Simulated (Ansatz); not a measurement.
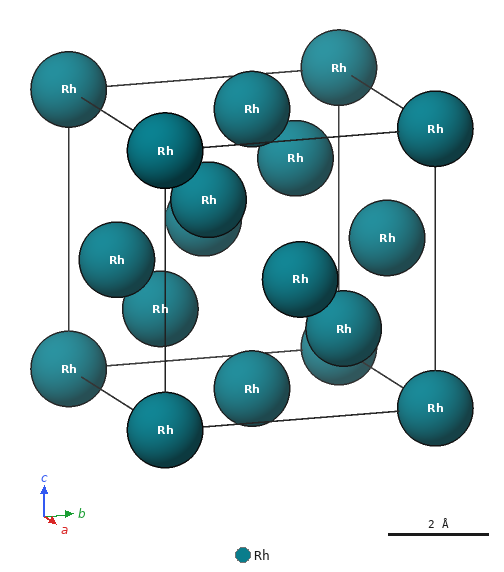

Starting structure of a crystal of Rh (a generated structure, set up in Fd-3m). Style: spheres-only. Shown: the conventional cell (4 times the calculation's cell), slightly off an axis. Lengths and directions refer to the drawn axes.

Case: cell and atoms relaxed from a first guess.

The calculation used Ansatz, DFT, PBE, PAW with Ansatz's default frozen-core files, scalar-relativistic.

Input
```yaml
crystal:
  lattice:
    - [0.0, 2.8943334584, 2.8943334584]
    - [2.8943334584, 0.0, 2.8943334584]
    - [2.8943334584, 2.8943334584, 0.0]
  atoms:
    - { symbol: Rh, position: [0.0, 0.0, 0.0] }
    - { symbol: Rh, position: [0.25, 0.25, 0.25] }
kpoints:
  mp_grid: { grid: [11, 11, 11] }
scf:
  occupations: { method: fermi_dirac, width: 0.08 }
hamiltonian:
  xc: pbe
  pseudopotentials: { kind: paw }
output:
  forces: true
  stress: true
relax:
  f_tol: 0.005
  max_steps: 80
  cell: {}
```

### What does the optimiser find from here?

The atoms keep their places relative to the cell (all moves are under 0.005 Å). The volume changes by −13.6 %, with a = b = c 5.789 → 5.514 Å (−4.8 %). Among the contacts that change: Rh1–Rh2 2.507 → 2.387 Å. The space group stays Fd-3m (No. 227). The energy falls by 153 meV per atom in 3 accepted moves (4 points after the start). All forces vanish by symmetry, so only the cell relaxes. The pressure goes from −12.71 to 0.02 GPa. The SCF was repeated once at an unchanged geometry on a basis and grid sized afresh for the cell, which shifted the energy by 1.6 meV per atom at most.

The structure at the end:

```
Rh
1.0
     0.00000    2.75683    2.75683
     2.75683    0.00000    2.75683
     2.75683    2.75683    0.00000
Rh
2
Cartesian
  2.7568 2.7568 5.5137
  1.3784 1.3784 1.3784
```

The end point in the same view:

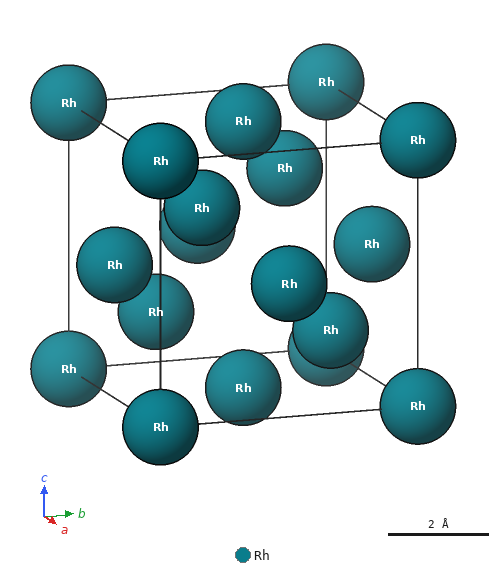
